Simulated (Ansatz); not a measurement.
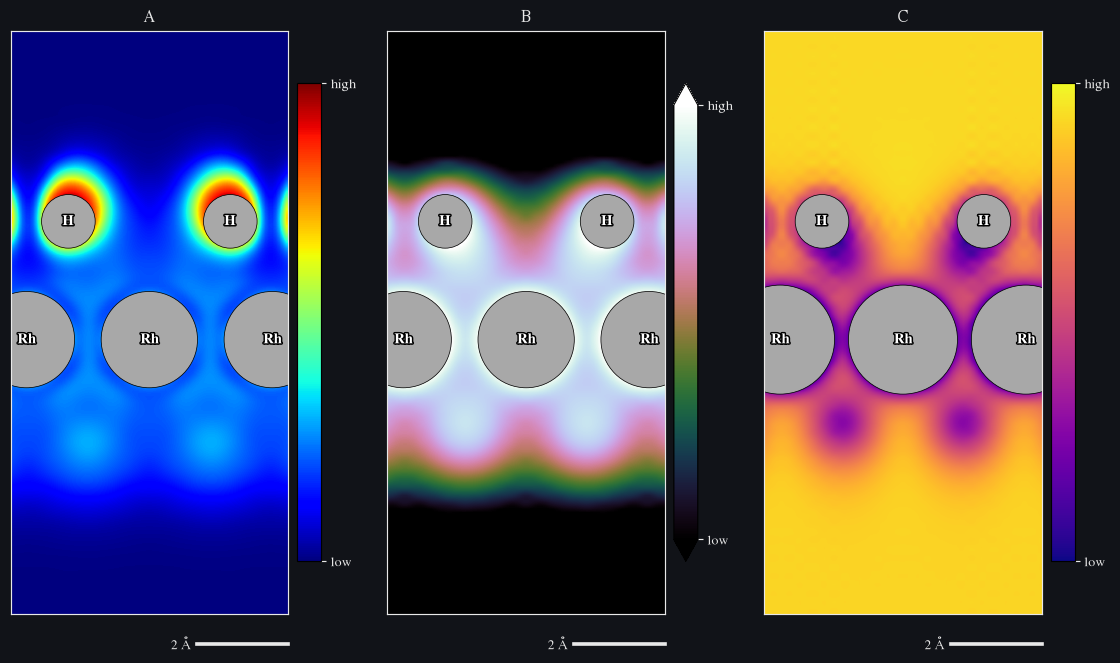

HRh6 (slab): 3 fields on the (010) plane of the calculation cell, a cut from vacuum to vacuum, with unlabelled colour scales. Grey discs cover the atomic cores.

Not relaxed (largest force 1.5 eV/Å); computed without spin polarisation.

Method: Ansatz 0.2.0, DFT PBE, scalar-relativistic, plane waves, PAW.

The panels show electron localisation function, electrostatic potential energy of an electron and valence pseudo-density in some order. Assign them.

Panel A: electron localisation function. Panel B: valence pseudo-density. Panel C: electrostatic potential energy of an electron (low next to the atoms, rising into the space between them). From the grid: Rh–Rh (2.71 Å): ρ is about 0.36 e/Å³ halfway; the ELF is about 0.25 at the midpoint (no localised pair shows between them).
